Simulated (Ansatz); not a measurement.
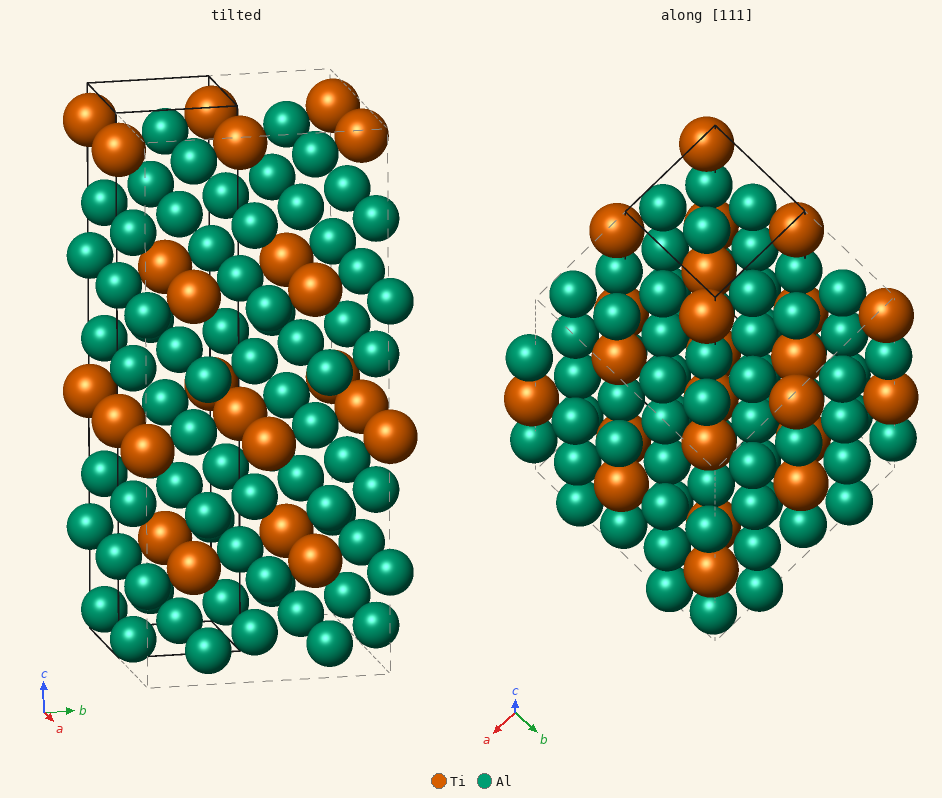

Structure drawing (spheres-only), viewed slightly off an axis and along [111]. A 2×2×1 array of cells is drawn; the conventional unit cell has the solid edges.

- It has the composition TiAl3.
- The symmetry is that of Pm (No. 6), on a primitive monoclinic lattice.
- Atoms per cell: 16 (4 Ti, 12 Al).

The structure comes from a structure listed in the Materials Project. The cell was then strained or its atoms displaced on purpose. It was the input of a calculation with Ansatz.

At this level of theory the run's own cell isn't at rest (forces up to 1.0 eV/Å), so its distances can differ from those at equilibrium, the more so the softer the solid.
